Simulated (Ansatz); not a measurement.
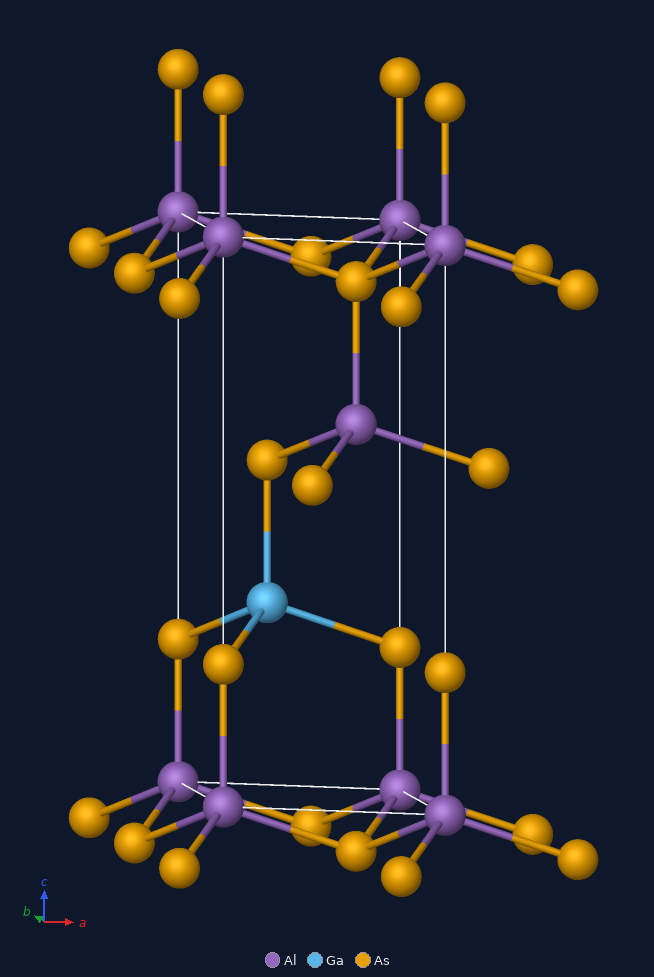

Structure drawing (ball-and-stick), viewed slightly off an axis. The box is the conventional unit cell; atoms on or close to its faces, edges and corners are drawn wherever they repeat. Some atoms of the next cells are drawn as well.

Al2GaAs3, space group P3m1 (No. 156), a = 4.01 Å, b = 4.01 Å, c = 9.82 Å, α = 90.00°, β = 90.00°, γ = 120.00°.

Method: Ansatz 0.2.0, difference of finished runs, DFT, PBE, plane waves, PAW; a basis cut at 420 eV.

What does the calculation say: metal or gapped?

A semiconductor at this level, with a gap of 1.13 eV.

Starting structure: a structure type filled with these elements by a generator (whether the compound takes this form wasn't checked). Earlier steps of the study, as a rule a relaxation of our own, may have changed the cell and positions, so they can lie some per cent off the listed ones. It was run through Ansatz as a DFT input.
